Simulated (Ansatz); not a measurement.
# Geometry relaxation, with input and output: Al$_{16}$O$_{23}$ (charge +2) (part 3 of 4)

The same run, continued: Al$_{16}$O$_{23}$ (defect cell, 39 atoms in the cell, total charge +2); DFT PBE, scalar-relativistic, plane waves, PAW, spin-polarised (Ansatz 0.2.0); cutoff 420 eV, 2×2×2 k-mesh, Gaussian smearing of 0.02 eV, collinear spins. The structure derives from a Materials Project entry. It belongs to a series of runs on one base structure; here: V_O, charge +2, atoms relaxed at the host's cell.

**Output, continued**
```
--- Relaxed structure (4 steps of the walk, 4 accepted, 0 SCFs on fresh bases) ---
  F+E_penalty+E_count = -21726.91451135 eV   max|allowed force component| = 9.843e-3 eV/Å
  atoms:
    - { symbol: Al, position: [0.14078045752947402, 0.1471720457592562, 0.15922757813529004] }
    - { symbol: Al, position: [0.6479974551726886, 0.6455911028741568, 0.14488421942304786] }
    - { symbol: Al, position: [0.6475640746043734, 0.1480119924527481, 0.645161665123404] }
    - { symbol: Al, position: [0.12820320198969076, 0.6520421093890265, 0.6369981445342271] }
    - { symbol: Al, position: [0.3544596816455103, 0.35205856018968784, 0.35416716137787063] }
    - { symbol: Al, position: [0.8528827642934612, 0.8592774689599683, 0.3398190398570449] }
    - { symbol: Al, position: [0.8520373269737165, 0.3524889124432453, 0.8538878070327154] }
    - { symbol: Al, position: [0.3480158483745923, 0.8718517450001942, 0.8620503728303193] }
    - { symbol: Al, position: [0.6795313004283289, 0.6592067332423202, 0.6336587781958471] }
    - { symbol: Al, position: [0.1424076488641225, 0.14486687452352703, 0.6412119258120812] }
    - { symbol: Al, position: [0.14942834239857067, 0.6447063560818147, 0.14585382112006132] }
    - { symbol: Al, position: [0.6452582574772063, 0.15130606236242614, 0.1493707826749308] }
    - { symbol: Al, position: [0.8551850063706365, 0.8576495291743214, 0.8578411306032375] }
    - { symbol: Al, position: [0.34085033254049935, 0.3205332126697525, 0.8653842148585411] }
    - { symbol: Al, position: [0.3553525984901079, 0.8506195057493756, 0.3531926451332361] }
    - { symbol: Al, position: [0.8487512676478008, 0.35479386343981506, 0.3496783457546318] }
    - { symbol: O, position: [0.9005787796426541, 0.09947488908611707, 0.7495242953009928] }
    - { symbol: O, position: [0.9041450172311605, 0.5987075469096634, 0.2469017388729262] }
    - { symbol: O, position: [0.4013450729181618, 0.09590796790141379, 0.2521499906006033] }
    - { symbol: O, position: [0.40096298377597095, 0.25296832075463754, 0.6041958227463501] }
    - { symbol: O, position: [0.9036301655330145, 0.765735977691218, 0.5897552999557654] }
    - { symbol: O, position: [0.900842256410644, 0.25136751239102245, 0.09690136521587006] }
    - { symbol: O, position: [0.40424462660562976, 0.7440539789221555, 0.08862769853506391] }
    - { symbol: O, position: [0.5978949526111645, 0.7486742892509621, 0.40174078168278005] }
    - { symbol: O, position: [0.09493553388141326, 0.25047154920872666, 0.403799128890233] }
    - { symbol: O, position: [0.10880991545156105, 0.742118959427215, 0.8948809409239502] }
    - { symbol: O, position: [0.5912990637226195, 0.2506686653100889, 0.9017547659215127] }
    - { symbol: O, position: [0.7493869739815062, 0.4087594171738199, 0.5972924911463441] }
    - { symbol: O, position: [0.2579433773506951, 0.8912398380498192, 0.6041704327507621] }
    - { symbol: O, position: [0.2513850919655297, 0.4021656545934111, 0.09730836850237418] }
    - { symbol: O, position: [0.7495827137158981, 0.9051250225781375, 0.09525173244955659] }
    - { symbol: O, position: [0.25600520224068335, 0.5958134671897092, 0.4104228133864259] }
    - { symbol: O, position: [0.7486855340811958, 0.09921359446387662, 0.40214870601049363] }
    - { symbol: O, position: [0.7470895060436503, 0.5990952610174491, 0.8948556032825484] }
    - { symbol: O, position: [0.2343262420363345, 0.09642945226358302, 0.90929010434437] }
    - { symbol: O, position: [0.5962023044132929, 0.40385234782832385, 0.24952482588347438] }
    - { symbol: O, position: [0.10044771556048393, 0.8996050186087868, 0.2495251934265378] }
    - { symbol: O, position: [0.10416555226884061, 0.4092775778753015, 0.7499344194531158] }
    - { symbol: O, position: [0.5907807055571163, 0.8958879771929263, 0.7491131173514637] }
--- Löwdin populations: 39 sites ---
  site symbol       q [e]    m [muB]
     0     Al      1.6841     0.0000
     1     Al      1.6846     0.0000
     2     Al      1.6840     0.0000
     3     Al      1.6616    -0.0000
     4     Al      1.6846     0.0000
     5     Al      1.6841     0.0000
     6     Al      1.6840     0.0000
     7     Al      1.6616    -0.0000
     8     Al      1.6659     0.0000
     9     Al      1.6719    -0.0000
    10     Al      1.6844     0.0000
    11     Al      1.6902     0.0000
    12     Al      1.6720    -0.0000
    13     Al      1.6660     0.0000
    14     Al      1.6844     0.0000
    15     Al      1.6902     0.0000
    16      O      6.7697    -0.0000
    17      O      6.7748    -0.0000
    18      O      6.7748    -0.0000
    19      O      6.7615    -0.0000
    20      O      6.7968     0.0000
    21      O      6.7758    -0.0000
    22      O      6.7731     0.0000
    23      O      6.7700    -0.0000
    24      O      6.7739    -0.0000
    25      O      6.7602     0.0000
    26      O      6.7677    -0.0000
    27      O      6.7677    -0.0000
    28      O      6.7602     0.0000
    29      O      6.7700    -0.0000
    30      O      6.7739    -0.0000
    31      O      6.7731     0.0000
    32      O      6.7758     0.0000
    33      O      6.7615    -0.0000
    34      O      6.7968     0.0000
    35      O      6.7786     0.0000
    36      O      6.7802    -0.0000
    37      O      6.7535     0.0000
    38      O      6.7535    -0.0000
  spilling = 0.007625 (of n_electrons = 184.000000)
```

**File populations.tsv**
```
# site	symbol	l	j	q_up	q_dn
# orbitals = lowdin
# n_electrons = 184.000000
# spilling = 0.007625
0	Al	0_3S	-	0.236439	0.236439
0	Al	1_3P	-	0.605630	0.605630
1	Al	0_3S	-	0.240083	0.240083
1	Al	1_3P	-	0.602223	0.602223
2	Al	0_3S	-	0.242080	0.242080
2	Al	1_3P	-	0.599940	0.599940
3	Al	0_3S	-	0.245684	0.245684
3	Al	1_3P	-	0.585127	0.585127
4	Al	0_3S	-	0.240084	0.240084
4	Al	1_3P	-	0.602223	0.602223
5	Al	0_3S	-	0.236436	0.236436
5	Al	1_3P	-	0.605631	0.605631
6	Al	0_3S	-	0.242081	0.242081
6	Al	1_3P	-	0.599944	0.599944
7	Al	0_3S	-	0.245684	0.245684
7	Al	1_3P	-	0.585126	0.585126
8	Al	0_3S	-	0.245855	0.245855
8	Al	1_3P	-	0.587119	0.587118
9	Al	0_3S	-	0.241404	0.241404
9	Al	1_3P	-	0.594570	0.594570
10	Al	0_3S	-	0.240570	0.240570
10	Al	1_3P	-	0.601625	0.601624
11	Al	0_3S	-	0.239588	0.239588
11	Al	1_3P	-	0.605505	0.605505
12	Al	0_3S	-	0.241403	0.241403
12	Al	1_3P	-	0.594573	0.594573
13	Al	0_3S	-	0.245858	0.245858
13	Al	1_3P	-	0.587118	0.587117
14	Al	0_3S	-	0.240569	0.240569
14	Al	1_3P	-	0.601626	0.601626
15	Al	0_3S	-	0.239588	0.239588
15	Al	1_3P	-	0.605505	0.605505
16	O	0_2S	-	0.806770	0.806770
16	O	1_2P	-	2.578093	2.578093
17	O	0_2S	-	0.809056	0.809056
17	O	1_2P	-	2.578341	2.578341
18	O	0_2S	-	0.809057	0.809057
18	O	1_2P	-	2.578339	2.578339
19	O	0_2S	-	0.811719	0.811719
19	O	1_2P	-	2.569034	2.569034
20	O	0_2S	-	0.800133	0.800133
20	O	1_2P	-	2.598276	2.598275
21	O	0_2S	-	0.806514	0.806514
21	O	1_2P	-	2.581406	2.581406
22	O	0_2S	-	0.809765	0.809765
22	O	1_2P	-	2.576780	2.576780
23	O	0_2S	-	0.808080	0.808080
23	O	1_2P	-	2.576910	2.576911
24	O	0_2S	-	0.805752	0.805752
24	O	1_2P	-	2.581174	2.581174
25	O	0_2S	-	0.813998	0.813998
25	O	1_2P	-	2.566108	2.566108
26	O	0_2S	-	0.811107	0.811107
26	O	1_2P	-	2.572765	2.572766
27	O	0_2S	-	0.811108	0.811108
27	O	1_2P	-	2.572765	2.572766
28	O	0_2S	-	0.813999	0.813999
28	O	1_2P	-	2.566107	2.566107
29	O	0_2S	-	0.808083	0.808083
29	O	1_2P	-	2.576904	2.576904
30	O	0_2S	-	0.805751	0.805751
30	O	1_2P	-	2.581176	2.581176
31	O	0_2S	-	0.809764	0.809764
31	O	1_2P	-	2.576782	2.576782
32	O	0_2S	-	0.806513	0.806513
32	O	1_2P	-	2.581408	2.581408
33	O	0_2S	-	0.811720	0.811720
33	O	1_2P	-	2.569033	2.569033
34	O	0_2S	-	0.800133	0.800133
34	O	1_2P	-	2.598274	2.598274
35	O	0_2S	-	0.805525	0.805525
35	O	1_2P	-	2.583783	2.583783
36	O	0_2S	-	0.807004	0.807004
36	O	1_2P	-	2.583118	2.583118
37	O	0_2S	-	0.814132	0.814132
37	O	1_2P	-	2.562614	2.562614
38	O	0_2S	-	0.814130	0.814130
38	O	1_2P	-	2.562618	2.562618
```

**Trajectory as extended XYZ (Å, eV, eV/Å), 4 frames, from step=1 to step=4**
```
39
Lattice="-4.8086 -2.7762 4.3749 4.8086 -2.7762 4.3749 0.0000 5.5525 4.3749" Properties=species:S:1:pos:R:3:forces:R:3 step=1 energy=-21726.18739
Al    0.0138    0.0338    1.9513   -0.0694   0.1737  -0.1838
Al   -0.0050   -2.7800    6.3019   -0.1695   0.1775   0.1889
Al   -2.4021    1.3750    6.3120   -0.2119  -0.3574  -0.0283
Al    2.4878    1.3958    6.2388    1.3310  -0.3747  -1.3006
Al   -0.0050   -0.0007    4.6324   -0.2167  -0.1939  -0.2153
Al    0.0138   -2.8146    8.9830    0.0035  -0.3156   0.1395
Al   -2.4021    1.3968    8.9972   -0.2300   0.4553   0.0103
Al    2.4817    1.3720    9.0485    1.5246   0.3921   1.6122
Al   -0.0398   -0.0872    8.5567   -1.2163  -1.8423   1.1280
Al    0.0106    2.7664    4.1009    0.1806   0.0806  -0.1635
Al    2.3939   -1.3948    4.1202    0.2915   0.3352   0.1106
Al   -2.3927   -1.3841    4.1322   -0.0706   0.2080   0.1934
Al    0.0106    0.0053   11.2083    0.2492  -0.0093   0.2465
Al   -0.0228    2.8423    6.7609   -1.5071   2.1126  -1.2699
Al    2.3938   -1.3859    6.8140    0.3014  -0.3812  -0.0939
Al   -2.3927   -1.3967    6.8021   -0.0989  -0.2264  -0.2499
O    -3.8710    1.3859    7.6546    0.0578  -0.0077  -0.0144
O    -1.4720   -2.7892    7.6563    0.0193  -0.0518   0.0068
O    -1.4720    0.0084    3.2780    0.0200   0.0805   0.0192
O    -0.7252    1.5136    5.4821    0.4290   0.0478   0.6488
O    -0.6964   -1.2975    9.8449    0.0583   0.1646   0.0351
O    -3.1348   -2.6638    5.4672    0.0545  -0.1389  -0.0270
O     1.6536   -2.6838    5.4354   -0.1486  -0.5099  -0.6458
O     0.7333   -1.5026    7.6476    0.1063   0.5959  -0.0161
O     0.7388    1.2762    3.2793   -0.0498   0.0311   0.1852
O     3.0907    2.6279    7.6469   -0.9268  -0.4960  -0.0416
O    -1.6608    2.6638    7.6443    0.6363  -0.3982  -0.1728
O    -1.6608    0.1079    7.6650    0.5806   0.3421   0.1850
O     3.0907    0.1438    7.6623   -0.9187   0.4731  -0.0704
O     0.7333   -1.2782    3.2867    0.1570  -0.6160   0.0417
O     0.7389   -4.0569    7.6550   -0.0723  -0.0243  -0.1739
O     1.6536   -0.0969    5.4989   -0.1420   0.5006   0.5985
O    -3.1348   -0.1170    5.4672    0.0396   0.1482   0.0396
O    -0.7251    1.2581    9.8271    0.3847  -0.1079  -0.6381
O    -0.6964    4.0692    5.4643    0.0020  -0.2528  -0.0658
O    -0.9304   -1.3904    5.4672    0.1274   0.0016   0.0111
O     3.8606   -1.3904    5.4671   -0.1906   0.0302  -0.0039
O     1.4755    2.7548    5.4901   -0.1168  -0.6180   0.8363
O     1.4755    0.0169    9.8191   -0.1988   0.5718  -0.8619
39
Lattice="-4.8086 -2.7762 4.3749 4.8086 -2.7762 4.3749 0.0000 5.5525 4.3749" Properties=species:S:1:pos:R:3:forces:R:3 step=2 energy=-21726.76184
Al    0.0231    0.0580    1.9525    0.1148   0.3156   0.0214
Al   -0.0100   -2.7858    6.2976   -0.0310   0.1193   0.0460
Al   -2.4033    1.3763    6.3081   -0.0960  -0.2243   0.0132
Al    2.5075    1.3800    6.2107    0.3619  -0.2263  -0.4078
Al   -0.0101    0.0036    4.6362   -0.0388  -0.1179  -0.0575
Al    0.0244   -2.8403    8.9813    0.1283  -0.3362  -0.0302
Al   -2.4042    1.3961    9.0007   -0.0896   0.2431  -0.0177
Al    2.5054    1.3871    9.0836    0.4456   0.2733   0.5976
Al   -0.0754   -0.1615    8.5916   -0.5196  -0.7153   0.4942
Al    0.0050    2.7744    4.0960    0.2161  -0.1401  -0.3325
Al    2.3955   -1.3887    4.1216    0.0254   0.0655  -0.0189
Al   -2.3897   -1.3827    4.1316   -0.0103   0.0634   0.1856
Al    0.0057   -0.0026   11.2140    0.2199   0.1472   0.3368
Al   -0.0662    2.9257    6.7206   -0.6660   0.8496  -0.5666
Al    2.3944   -1.3934    6.8133    0.0244  -0.0779   0.0226
Al   -2.3903   -1.3987    6.8021   -0.0192  -0.0657  -0.1938
O    -3.8668    1.3851    7.6538    0.0659   0.0009  -0.0001
O    -1.4667   -2.7908    7.6575   -0.0073  -0.0369   0.0452
O    -1.4669    0.0104    3.2778   -0.0039   0.0268  -0.0464
O    -0.7100    1.5237    5.5033    0.0733   0.2376   0.3298
O    -0.6701   -1.3470    9.8801    0.0054   0.3570  -0.2653
O    -3.1278   -2.6623    5.4671   -0.0194  -0.0356   0.0182
O     1.6392   -2.6832    5.4180    0.0731  -0.3621  -0.2845
O     0.7371   -1.5163    7.6468   -0.0863   0.3819   0.1120
O     0.7444    1.2832    3.2929   -0.0921   0.0180  -0.0553
O     3.0574    2.6148    7.6363   -0.3428  -0.1718  -0.0347
O    -1.6571    2.6606    7.6437    0.4872   0.0081  -0.2738
O    -1.6562    0.1099    7.6663    0.4246  -0.0120   0.2465
O     3.0569    0.1556    7.6736   -0.3366   0.1605  -0.0346
O     0.7392   -1.2636    3.2873   -0.1035  -0.4152  -0.1156
O     0.7448   -4.0644    7.6416   -0.1008  -0.0114   0.0601
O     1.6394   -0.0982    5.5161    0.0582   0.3353   0.2568
O    -3.1270   -0.1183    5.4672   -0.0281   0.0340  -0.0200
O    -0.7112    1.2461    9.8058    0.0669  -0.2281  -0.3083
O    -0.6681    4.1201    5.4258   -0.0522  -0.4582   0.3033
O    -0.9282   -1.3909    5.4674    0.0426   0.0012  -0.0050
O     3.8526   -1.3897    5.4679   -0.0525   0.0020  -0.0041
O     1.4713    2.7460    5.5061   -0.0613  -0.2318   0.4435
O     1.4704    0.0246    9.8032   -0.0758   0.2263  -0.4598
39
Lattice="-4.8086 -2.7762 4.3749 4.8086 -2.7762 4.3749 0.0000 5.5525 4.3749" Properties=species:S:1:pos:R:3:forces:R:3 step=3 energy=-21726.91271
Al    0.0319    0.0850    1.9538    0.0041   0.0048   0.0351
Al   -0.0118   -2.7863    6.2943    0.0139  -0.0152   0.0008
Al   -2.4017    1.3725    6.3034    0.0040   0.0247   0.0102
Al    2.5181    1.3713    6.2009   -0.0172  -0.0056   0.0182
Al   -0.0118    0.0045    4.6393    0.0134   0.0145  -0.0017
Al    0.0321   -2.8667    8.9794    0.0036  -0.0076  -0.0307
Al   -2.4016    1.3982    9.0053    0.0033  -0.0270  -0.0099
Al    2.5178    1.3995    9.1076   -0.0159   0.0047  -0.0185
Al   -0.0997   -0.2004    8.6375    0.0312   0.0573  -0.1135
Al    0.0113    2.7624    4.0599    0.0040  -0.0013  -0.0078
Al    2.3811   -1.3938    4.1124   -0.0258  -0.0337  -0.0202
Al   -2.3734   -1.3814    4.1370   -0.0074  -0.0097   0.0099
Al    0.0115    0.0083   11.2486    0.0037   0.0012   0.0096
Al   -0.0998    2.9710    6.6709    0.0314  -0.0560   0.1133
Al    2.3811   -1.3878    6.8209   -0.0267   0.0299   0.0221
Al   -2.3736   -1.4004    6.7968   -0.0083   0.0088  -0.0116
O    -3.8510    1.3853    7.6543   -0.0015   0.0001  -0.0010
O    -1.4683   -2.8035    7.6547    0.0040   0.0258  -0.0023
O    -1.4683    0.0217    3.2788    0.0035  -0.0260   0.0025
O    -0.7114    1.5417    5.5039   -0.0257  -0.0346  -0.0311
O    -0.6627   -1.3626    9.8872   -0.0113  -0.0156   0.0117
O    -3.1220   -2.6604    5.4635   -0.0058   0.0031   0.0109
O     1.6344   -2.6968    5.4124   -0.0046   0.0367   0.0086
O     0.7238   -1.5057    7.6520    0.0194  -0.0399  -0.0281
O     0.7488    1.2823    3.2779   -0.0033  -0.0021  -0.0166
O     3.0435    2.6051    7.6362    0.0121   0.0456   0.0264
O    -1.6364    2.6699    7.6278   -0.0191   0.0061  -0.0076
O    -1.6364    0.1004    7.6810   -0.0193  -0.0029   0.0070
O     3.0433    0.1656    7.6724    0.0129  -0.0445  -0.0265
O     0.7238   -1.2764    3.2815    0.0183   0.0435   0.0292
O     0.7492   -4.0644    7.6558   -0.0068   0.0049   0.0143
O     1.6343   -0.0848    5.5213   -0.0042  -0.0378  -0.0105
O    -3.1220   -0.1215    5.4702   -0.0056  -0.0023  -0.0100
O    -0.7113    1.2289    9.8050   -0.0261   0.0337   0.0280
O    -0.6629    4.1331    5.4211   -0.0086   0.0155  -0.0078
O    -0.9245   -1.3909    5.4668    0.0085   0.0007  -0.0003
O     3.8430   -1.3907    5.4667    0.0003  -0.0014  -0.0001
O     1.4651    2.7370    5.5277    0.0258   0.0388  -0.0421
O     1.4650    0.0336    9.7809    0.0274  -0.0372   0.0401
39
Lattice="-4.8086 -2.7762 4.3749 4.8086 -2.7762 4.3749 0.0000 5.5525 4.3749" Properties=species:S:1:pos:R:3:forces:R:3 step=4 energy=-21726.91451
Al    0.0307    0.0847    1.9564    0.0004   0.0024   0.0024
Al   -0.0116   -2.7869    6.2932    0.0028   0.0018   0.0036
Al   -2.4021    1.3735    6.3031    0.0001  -0.0010   0.0041
Al    2.5189    1.3708    6.2003   -0.0011  -0.0009   0.0011
Al   -0.0115    0.0050    4.6404    0.0026  -0.0021  -0.0034
Al    0.0307   -2.8665    8.9772    0.0007  -0.0022  -0.0024
Al   -2.4021    1.3971    9.0054    0.0000   0.0006  -0.0038
Al    2.5189    1.3999    9.1082   -0.0010   0.0010  -0.0009
Al   -0.0977   -0.1983    8.6291    0.0008   0.0048   0.0098
Al    0.0118    2.7628    4.0620    0.0005  -0.0001   0.0062
Al    2.3816   -1.3949    4.1124   -0.0032   0.0024  -0.0010
Al   -2.3752   -1.3821    4.1384    0.0003   0.0034  -0.0023
Al    0.0119    0.0079   11.2465    0.0004   0.0000  -0.0063
Al   -0.0977    2.9689    6.6795    0.0006  -0.0041  -0.0098
Al    2.3815   -1.3870    6.8212   -0.0027  -0.0024   0.0013
Al   -2.3752   -1.3998    6.7952    0.0003  -0.0031   0.0023
O    -3.8522    1.3853    7.6542    0.0047  -0.0001   0.0002
O    -1.4687   -2.8014    7.6550    0.0014   0.0023   0.0002
O    -1.4687    0.0196    3.2786    0.0014  -0.0026  -0.0001
O    -0.7116    1.5393    5.5042    0.0028   0.0046  -0.0019
O    -0.6631   -1.3600    9.8835    0.0028   0.0003   0.0029
O    -3.1231   -2.6608    5.4648   -0.0039  -0.0001   0.0021
O     1.6340   -2.6959    5.4114    0.0029   0.0010   0.0002
O     0.7250   -1.5077    7.6487    0.0016  -0.0039   0.0016
O     0.7479    1.2832    3.2777    0.0000  -0.0015  -0.0020
O     3.0453    2.6064    7.6378   -0.0004   0.0026  -0.0001
O    -1.6380    2.6695    7.6286   -0.0062   0.0014   0.0019
O    -1.6379    0.1012    7.6799   -0.0065  -0.0013  -0.0019
O     3.0453    0.1642    7.6708    0.0000  -0.0027   0.0001
O     0.7250   -1.2741    3.2849    0.0016   0.0038  -0.0021
O     0.7479   -4.0650    7.6559   -0.0003   0.0016   0.0017
O     1.6340   -0.0860    5.5222    0.0028  -0.0008  -0.0005
O    -3.1230   -0.1210    5.4688   -0.0039  -0.0001  -0.0020
O    -0.7116    1.2313    9.8044    0.0026  -0.0048   0.0016
O    -0.6631    4.1306    5.4251    0.0029   0.0000  -0.0031
O    -0.9249   -1.3909    5.4668    0.0019   0.0001  -0.0001
O     3.8428   -1.3909    5.4668    0.0007  -0.0003   0.0001
O     1.4672    2.7386    5.5272   -0.0052   0.0024  -0.0018
O     1.4671    0.0321    9.7813   -0.0051  -0.0022   0.0019
```

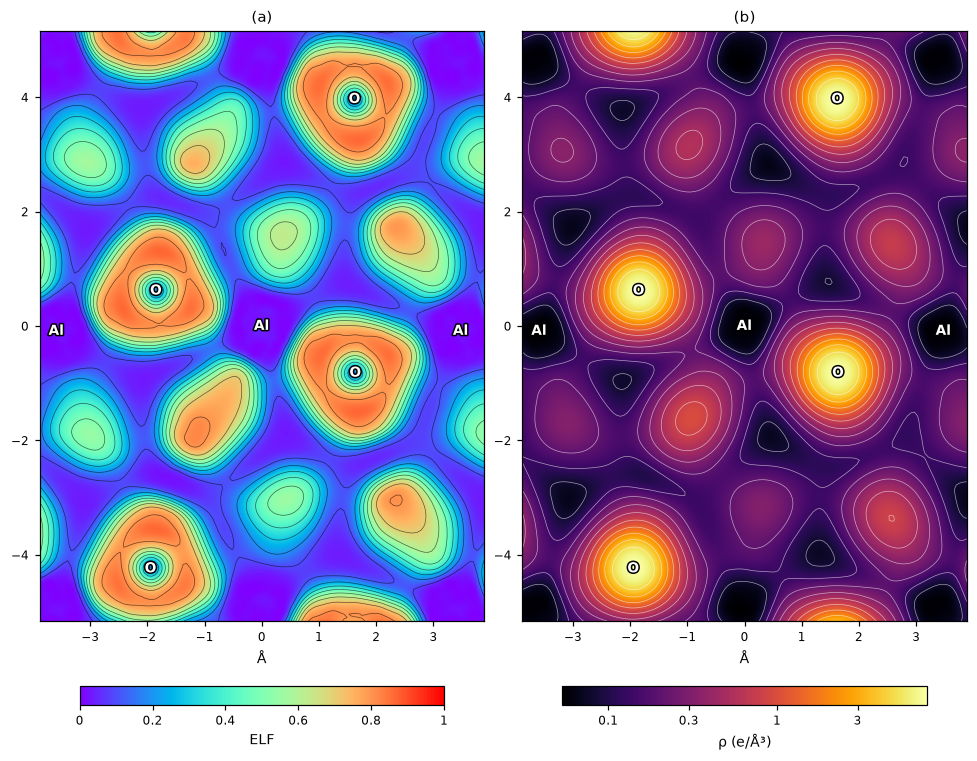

*(a) electron localisation function; (b) valence charge density (pseudo) on the (110) plane of the calculation cell.*

Atoms in the plane: Al and O. Al–O (1.83 Å): ρ is about 0.68 e/Å³ halfway; the ELF is about 0.80 at the midpoint. Al–O (1.89 Å): the density is about 0.59 e/Å³ at the midpoint; the ELF is about 0.80 at the midpoint. Al–O (1.89 Å): ρ is about 0.59 e/Å³ halfway; the ELF is about 0.80 at the midpoint. Al–O (1.95 Å): ρ is about 0.54 e/Å³ halfway; the ELF is about 0.75 at the midpoint. Al–O (2.00 Å): ρ is about 0.47 e/Å³ halfway; the ELF is about 0.75 at the midpoint. Away from the nuclei the density in this plane falls to 0.07 e/Å³ at its lowest. The fields are those of the smooth PAW valence density.
